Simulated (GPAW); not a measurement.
# Collinear magnetic orders of zigzag V chain, bond 2.959 A with GPAW, part 2 of 2

A self-consistent run ends on one state, which hangs on the start. Several orders of zigzag V chain, bond 2.959 A are started in GPAW and their energies compared.

GPAW 26.7.0; revPBE; plane waves with GPAW's PAW setups, scalar-relativistic.

So far, largest spin moment in the augmentation sphere (μB): step 2 (start 1: ferro ++) 2.96; step 3 (antiferromagnetic, start moments [1.5, -1.5] μB) 2.79.

**4. Order 3, typed as antiferro q=(0,0,1/2) +-+-**

Another pattern of signs weighs the neighbour shells otherwise.

This order needs a doubled cell of 4 atoms. Its mesh is chosen so that both cells sample the same points.

The input, order3.py:

```python
import json
import numpy as np
from ase import Atoms
from ase.parallel import paropen, parprint
from gpaw import GPAW

atoms = Atoms(['V', 'V', 'V', 'V'],
    cell=[[12.0, 0.0, 0.0],
         [0.0, 12.0, 0.0],
         [0.0, 0.0, 7.1016]],
    scaled_positions=[[0.40136667, 0.5, 0.0],
         [0.40136667, 0.5, 0.5],
         [0.59863333, 0.5, 0.25],
         [0.59863333, 0.5, 0.75]],
    pbc=True,
    magmoms=[1.5, -1.5, 1.5, -1.5])
atoms.calc = GPAW(mode={'name': 'pw', 'ecut': 550},
    xc='revPBE',
    kpts={'size': (1, 1, 4), 'gamma': True},
    occupations={'name': 'methfessel-paxton', 'width': 0.1},
    convergence={'density': 1e-05, 'energy': 1e-05},
    maxiter=200,
    mixer={'name': 'pulay', 'beta': 0.1, 'nmaxold': 8, 'weight': 100},
    symmetry={'tolerance': 1e-4},
    txt='order3.txt')
e = atoms.get_potential_energy(force_consistent=True)
res = {'free_energy': e, 'energy_sigma0': atoms.get_potential_energy(), 'fermi_energy': atoms.calc.get_fermi_level()}
res['moments'] = atoms.get_magnetic_moments().tolist()
res['total'] = atoms.get_magnetic_moment()
parprint('site moments (muB):', np.round(res['moments'], 3))
parprint(f"total moment: {res['total']:.3f} muB")
parprint(f'free energy: {e:.6f} eV')
atoms.calc.write('order3.gpw')
with paropen('results.json', 'w') as f:
    json.dump(res, f)
```

On the command line:

```sh
> OMP_NUM_THREADS=1 python3 order3.py > order3.log
```

The log of the run:

```text
site moments (muB): [ 2.831 -2.831  2.831 -2.831]
total moment: 0.000 muB
free energy: -19.042231 eV

--- order3.txt ---
Input parameters:
  mode=PW(ecut=550),
  convergence={'density': 1e-05, 'energy': 1e-05},
  kpts=MonkhorstPack(size=(1, 1, 4), gamma=True),
  maxiter=200,
  mixer=Pulay(name='pulay', nmaxold=8, beta=0.1, weight=100, sigma=0.015, g_ss=None),
[...]
|         21 |        -2.922 |     1.000 |        -2.922 |     1.000 |
[...]
|         31 |        -0.872 |     0.000 |        -0.872 |     0.000 |
|         32 |        -0.733 |     0.000 |        -0.733 |     0.000 |
|         33 |        -0.617 |     0.000 |        -0.617 |     0.000 |
|        ... |               |           |               |           |
|         35 |        -0.157 |     0.000 |        -0.158 |     0.000 |

No gap
No difference between direct/indirect transitions


[key lines of the parts left out:]
Free energy:     -19.042231
Converged in 43 steps
dipole moment: (-0.000000, 0.000000, -16.207097)  # |e|*Ang
Fermi level: -2.552
```

It took 7.7 min on 1 MPI rank of Intel Xeon Platinum 8259CL at 2.50GHz (Skylake/Cascade Lake), shared host; peak memory 0.74 GiB.

Spin moment in the augmentation sphere by atom:

| atom | spin moment in the augmentation sphere (μB) |
| --- | --- |
| V1 | 2.83 |
| V2 | -2.83 |
| V3 | 2.83 |
| V4 | -2.83 |

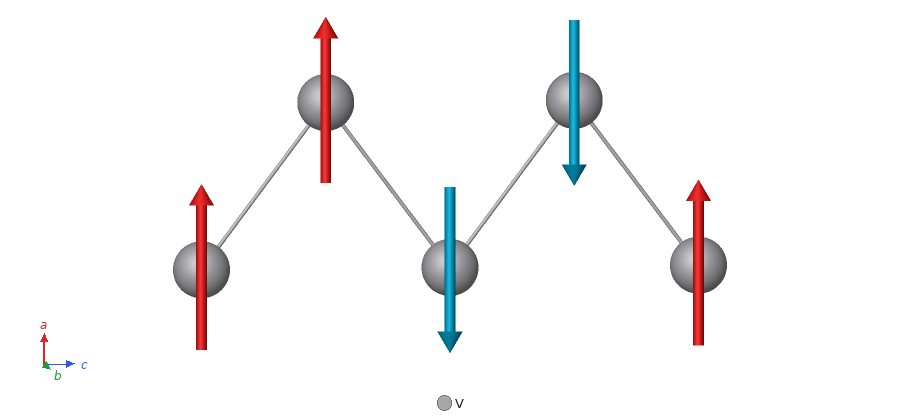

Spin moment in the augmentation sphere as arrows, the longest 2.83 μB. Up and down stand for the sign. Arrows give size and sign along the axis of quantisation, drawn up and down the page. The two directions have two colours. Some periodic images of atoms are drawn too.

This step gave:

- magnetization: 0 μB
- final state: antiferromagnetic

It lies 86.3 meV a seeded atom under the first start, and its largest moment is 2.83 μB against 2.96 μB.

**5. Order 4, typed as no spin polarisation**

This run holds no moments, which gives a state to set the others against.

The input, nospin.py:

```python
import json
import numpy as np
from ase import Atoms
from ase.parallel import paropen, parprint
from gpaw import GPAW

atoms = Atoms(['V', 'V'],
    cell=[[12.0, 0.0, 0.0],
         [0.0, 12.0, 0.0],
         [0.0, 0.0, 3.5508]],
    scaled_positions=[[0.40136667, 0.5, 0.0],
         [0.59863333, 0.5, 0.5]],
    pbc=True)
atoms.calc = GPAW(mode={'name': 'pw', 'ecut': 550},
    xc='revPBE',
    kpts={'size': (1, 1, 8), 'gamma': True},
    occupations={'name': 'methfessel-paxton', 'width': 0.1},
    convergence={'density': 1e-05, 'energy': 1e-05},
    maxiter=200,
    mixer={'name': 'pulay', 'beta': 0.1, 'nmaxold': 8, 'weight': 100},
    symmetry={'tolerance': 1e-4},
    txt='nospin.txt')
e = atoms.get_potential_energy(force_consistent=True)
res = {'free_energy': e, 'energy_sigma0': atoms.get_potential_energy(), 'fermi_energy': atoms.calc.get_fermi_level()}
parprint(f'free energy: {e:.6f} eV')
atoms.calc.write('nospin.gpw')
with paropen('results.json', 'w') as f:
    json.dump(res, f)
```

On the command line:

```sh
> OMP_NUM_THREADS=1 python3 nospin.py > nospin.log
```

The log of the run:

```text
free energy: -7.211031 eV

--- nospin.txt ---
Input parameters:
  mode=PW(ecut=550),
  convergence={'density': 1e-05, 'energy': 1e-05},
  kpts=MonkhorstPack(size=(1, 1, 8), gamma=True),
  maxiter=200,
  mixer=Pulay(name='pulay', nmaxold=8, beta=0.1, weight=100, sigma=0.015, g_ss=None),
  occupations=Occupations(name='methfessel-paxton', width=0.1),
  symmetry=Symmetry(tolerance=0.0001),
  xc=XC(name='revPBE')

[...]
|          0 |       -67.222 |     2.000 |
|        ... |               |           |
|          5 |       -41.005 |     2.000 |
|          6 |       -40.958 |     2.000 |
|          7 |       -40.931 |     2.000 |
|          8 |        -5.329 |     2.000 |
[...]
|         16 |        -2.216 |     0.000 |
|         17 |        -2.130 |     0.000 |
|         18 |        -1.917 |     0.000 |
|         19 |        -1.444 |     0.000 |

No gap
No difference between direct/indirect transitions


[key lines of the parts left out:]
Free energy:      -7.211031
Converged in 25 steps
dipole moment: (0.000001, 0.000000, -8.388954)  # |e|*Ang
Fermi level: -2.592
```

Wall time 50 s (1 MPI rank); peak memory 0.31 GiB.

This step gave:

| Item | Value |
| --- | --- |
| final state | non-magnetic (no spin polarisation) |

It lies 1069 meV a seeded atom over the first start.

**6. Energies of the orders**

These are free energies at a smearing of 0.1 eV, so its entropy term is in the differences. They are divided by the number of seeded atoms, so that cells of unlike size compare. Wavevectors q in the names are fractions of the reciprocal vectors of the first run's cell.

Orders:

| start | final state | typed order kept | energy over the lowest (meV a seeded atom) | largest site moment (μB) | net moment (μB a primitive cell) | mesh matched | CPU time (s) |
| --- | --- | --- | --- | --- | --- | --- | --- |
| ferro ++ | ferromagnetic | yes | 91.05 | 2.957 | 8.238 | yes | 161.5 |
| antiferro +- | antiferromagnetic | yes | 0 | 2.791 | 0 | yes | 145.7 |
| antiferro q=(0,0,1/2) +-+- | antiferromagnetic | yes | 4.759 | 2.831 | 0 | yes | 461.6 |
| no spin polarisation | non-magnetic | - | 1160 | 0 | 0 | yes | 49.6 |

**7. Summary of results**

| Property | Result |
| --- | --- |
| lowest state found | antiferromagnetic (typed antiferro +-) |
| largest site moment | 2.79 μB |
| next state | antiferromagnetic, 4.76 meV a seeded atom higher |
| energy gained by spin polarisation | 1160 meV a seeded atom |

What this shows: The lowest state found is antiferromagnetic, reached from the start antiferro +-, with moments up to 2.79 μB. The two lowest states lie so close that the mesh, the functional or spin–orbit coupling could swap them. This is the lowest of 4 finished starts, no proof of the ground state. The smearing is not Fermi–Dirac, so its width is no temperature.

[Logs and program files are shortened in this print: banners, set-up blocks, solver, clock and traceback lines can be left out without a mark of their own.]

[Logs are printed without paths, hosts, clocks, repeated set-up lines and the standing remarks that a program may print on its own settings, such as how far it seeks lower states.]

[Hosts, paths, dates, database ids (printed as entryN), source tags and the programs' standing remarks are cut or masked in the printed files.]

[Where a cell is said to come from a database of computed structures, the database is the Materials Project.]
